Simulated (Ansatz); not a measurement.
# Calculations on GaN

## 1. Relaxation

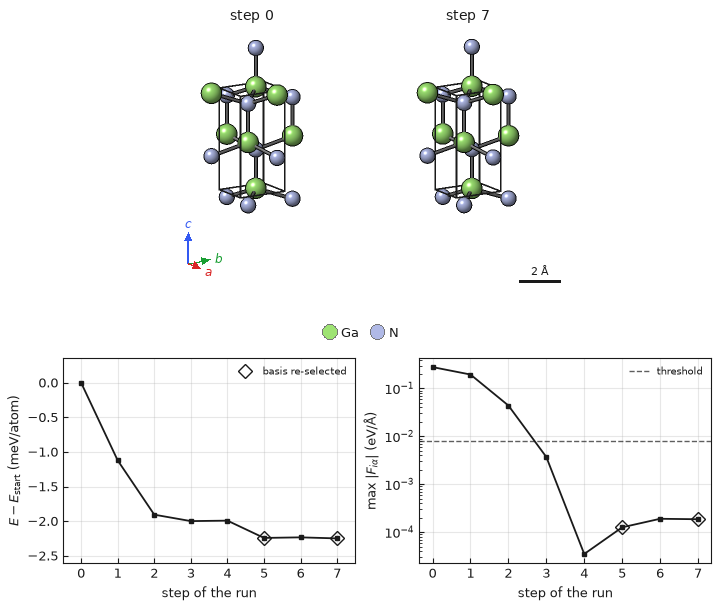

First and last geometry of a relaxation of a crystal of GaN (set up in P6_3mc), with the history of the run. The picture is a ball-and-stick view of the cell of the calculation, seen slightly off an axis.

Case: biaxial strain in the a-b plane of +4.0 %; c and atoms relaxed.

All numbers below come from DFT PBE, scalar-relativistic, plane waves, PAW (Ansatz 0.2.0).

Input file:
```yaml
crystal:
  lattice:
    - [3.3471056504, 0.0, 0.0]
    - [-1.6735528252, 2.8986785224, 0.0]
    - [0.0, 0.0, 5.1173323781]
  atoms:
    - { symbol: Ga, position: [0.6666666667, 0.3333333333, 0.497003523] }
    - { symbol: Ga, position: [0.3333333333, 0.6666666667, 0.997003523] }
    - { symbol: "N", position: [0.6666666667, 0.3333333333, 0.877996477] }
    - { symbol: "N", position: [0.3333333333, 0.6666666667, 0.377996477] }
basis:
  ecutwfc: 420
kpoints:
  mp_grid: { grid: [12, 12, 6] }
hamiltonian:
  xc: pbe
scf:
  occupations: { method: gaussian, width: 0.02 }
output:
  forces: true
  stress: true
  eigenvalues: true
relax:
  adjacent_minimum: "off"
  f_tol: 0.008
  max_steps: 40
  cell: { stress_tol: 0.015, fix: [a, b, gamma] }
```

Launched with:
```bash
ansatz run input.yaml --threads 1 --pin off --max-ram 2560MiB --backend cpu --events-out ev --progress --plain --runs-dir out
```

> What do the curves and the structures tell?

It converged. The energy falls by 2.2 meV per atom in 5 accepted moves (7 points after the start). The largest force component goes from 0.28 to 0.00019 eV/Å. Pressure: −7.76 GPa at the start and −9.01 GPa at the end. At 2 points the geometry stayed and the basis and grid were re-selected for the new cell (energy shift of 0.2 meV per atom at most each time). The largest moves relative to the cell, 0.010 Å, are those of Ga1, Ga2, N3 and N4. Ga2 goes along −c. Largest moves by element: Ga 0.010 Å, N 0.010 Å. Cell: a = b unchanged at 3.347 Å, c 5.117 → 5.151 Å (+0.7 %). Volume +0.7 %. Near-neighbour distances that change, for instance: Ga1–N3 1.950 → 1.982 Å, Ga1–N4 2.026 → 2.022 Å. The space group stays P6_3mc (No. 186). The run took 67 s on 1 thread of Arm Neoverse V2 (shared host), peak memory 0.38 GiB.

## 2. Relaxation

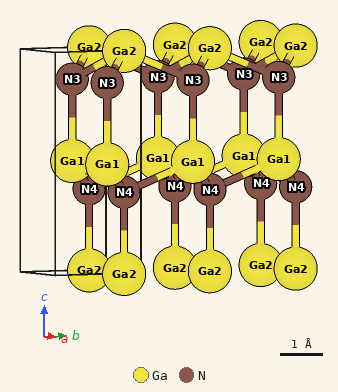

Solid GaN (set up in P6_3mc), before the relaxation. The picture is a ball-and-stick view of the cell of the calculation, repeated 2 × 3 × 1 with one cell outlined, seen from a free direction.

Case: biaxial strain in the a-b plane of -6.0 %; c and atoms relaxed.

Level of theory: DFT PBE, scalar-relativistic, plane waves, PAW in Ansatz.

Input
```yaml
crystal:
  lattice:
    - [3.0252685687, 0.0, 0.0]
    - [-1.5126342843, 2.6199594337, 0.0]
    - [0.0, 0.0, 5.4319224833]
  atoms:
    - { symbol: Ga, position: [0.6666666667, 0.3333333333, 0.5042602525] }
    - { symbol: Ga, position: [0.3333333333, 0.6666666667, 1.0042602525] }
    - { symbol: "N", position: [0.6666666667, 0.3333333333, 0.8707397475] }
    - { symbol: "N", position: [0.3333333333, 0.6666666667, 0.3707397475] }
basis:
  ecutwfc: 420
kpoints:
  mp_grid: { grid: [12, 12, 6] }
hamiltonian:
  xc: pbe
scf:
  occupations: { method: gaussian, width: 0.02 }
output:
  forces: true
  stress: true
  eigenvalues: true
relax:
  adjacent_minimum: "off"
  f_tol: 0.008
  max_steps: 40
  cell: { stress_tol: 0.015, fix: [a, b, gamma] }
```

Run as
```bash
ansatz run input.yaml --threads 1 --pin off --max-ram 2560MiB --backend cpu --events-out ev --progress --plain --runs-dir out
```

Q: What does the optimiser find from here?

A: The largest moves relative to the cell, 0.016 Å, are those of Ga1, Ga2, N3 and N4. N3 goes along −c. By element the largest moves are N 0.016 Å, Ga 0.016 Å. The drawn cell changes as follows: a = b unchanged at 3.025 Å, c 5.432 → 5.391 Å (−0.8 %); the volume changes by −0.8 %. Some distances before and after: Ga1–N3 1.991 → 1.944 Å, Ga1–N4 1.891 → 1.901 Å. The space group stays P6_3mc (No. 186). The energy falls by 20.3 meV per cell of the calculation in 5 accepted moves (7 points after the start). The largest force component goes from 0.45 to under 0.0001 eV/Å. Pressure: 19.17 GPa at the start and 19.90 GPa at the end. At 2 points the geometry stayed and the basis and grid were re-selected for the new cell (energy shift of 1.0 meV per cell of the calculation at most each time). The run took 64 s on 1 thread of Arm Neoverse V2, with other jobs on the host, peak memory 0.37 GiB.

Step by step:

```json
{"step": "0", "E − E(0), meV/atom": "0.00", "largest force component, eV/Å": "0.4511", "pressure, GPa": "19.17", "volume, Å³/atom": "10.763", "note": ""}
{"step": "1", "E − E(0), meV/atom": "-2.87", "largest force component, eV/Å": "0.3398", "pressure, GPa": "19.95", "volume, Å³/atom": "10.714", "note": ""}
{"step": "2", "E − E(0), meV/atom": "-5.34", "largest force component, eV/Å": "0.0159", "pressure, GPa": "20.28", "volume, Å³/atom": "10.666", "note": ""}
{"step": "3", "E − E(0), meV/atom": "-5.33", "largest force component, eV/Å": "0.0028", "pressure, GPa": "19.89", "volume, Å³/atom": "10.684", "note": ""}
{"step": "4", "E − E(0), meV/atom": "-5.33", "largest force component, eV/Å": "0.0000", "pressure, GPa": "19.90", "volume, Å³/atom": "10.683", "note": ""}
{"step": "5", "E − E(0), meV/atom": "-5.08", "largest force component, eV/Å": "0.0003", "pressure, GPa": "19.87", "volume, Å³/atom": "10.683", "note": "same geometry, new basis"}
{"step": "6", "E − E(0), meV/atom": "-5.09", "largest force component, eV/Å": "0.0000", "pressure, GPa": "19.90", "volume, Å³/atom": "10.682", "note": ""}
{"step": "7", "E − E(0), meV/atom": "-5.08", "largest force component, eV/Å": "0.0000", "pressure, GPa": "19.90", "volume, Å³/atom": "10.682", "note": "same geometry, new basis"}
```

## 3. Series

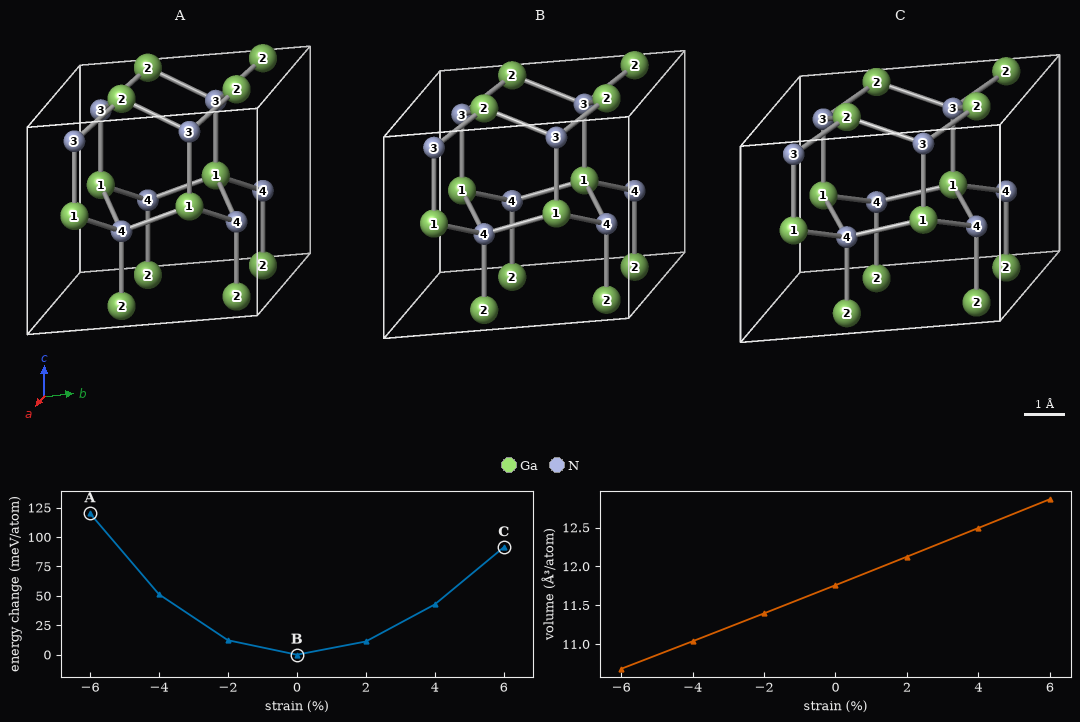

Members of a series of calculations on solid GaN (set up in P6_3mc), marked on the first curve. Style: ball-and-stick. Shown: the cell of the calculation, repeated to show the pattern, slightly off an axis.

All numbers below come from DFT PBE, scalar-relativistic, plane waves, PAW (Ansatz 0.2.0). Settings: plane-wave cutoff 420 eV; k-point mesh 12 × 12 × 6; occupations gaussian; smearing width 0.02 eV; no spin polarisation.

Describe the series.

Answer. Biaxial strain in the a–b plane, c and atoms relaxed. A (strain −6.0 %): energy change 120 meV/atom, volume 10.68 Å³ per atom. B (strain 0.0 %): energy change 0.0 meV/atom, volume 11.76 Å³ per atom. C (strain 6.0 %): energy change 91.3 meV/atom, volume 12.86 Å³ per atom. The rest compares A with C. The volume changes by +20.4 %, with a = b 6.051 → 6.823 Å (+12.8 %), c 5.391 → 5.105 Å (−5.3 %). Near-neighbour distances before and after: Ga–N 1.901 → 2.051 Å, Ga–N 1.944 → 1.981 Å.
